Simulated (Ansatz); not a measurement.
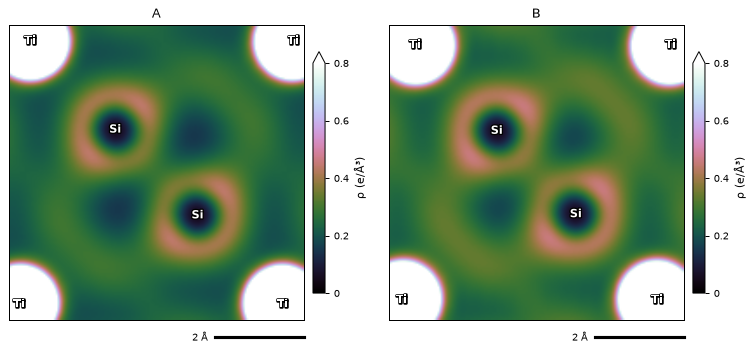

TiSi$_{2}$. The valence charge density (pseudo) of two cells that differ in size and shape, on the (011) plane of each (indices in the axes of the calculation cell), at one length scale and on one colour scale; one has 12.7 and the other 14.0 Å³ an atom.

Space group Fddd; a structure from a database of computed crystals, not necessarily the ambient phase.

Theory: Kohn-Sham DFT of a periodic cell, PBE, Ansatz PAW in Ansatz 0.2.0.

Which is the denser cell? Describe the effect of the change.

Answer. Panel B is the smaller cell, by 9 % in volume. From the larger cell to the smaller, Ti–Si goes from 2.77 to 2.66 Å, and the density at its midpoint from 0.25 to 0.29 e/Å³; the pressure goes from 2.0 to 20 GPa.
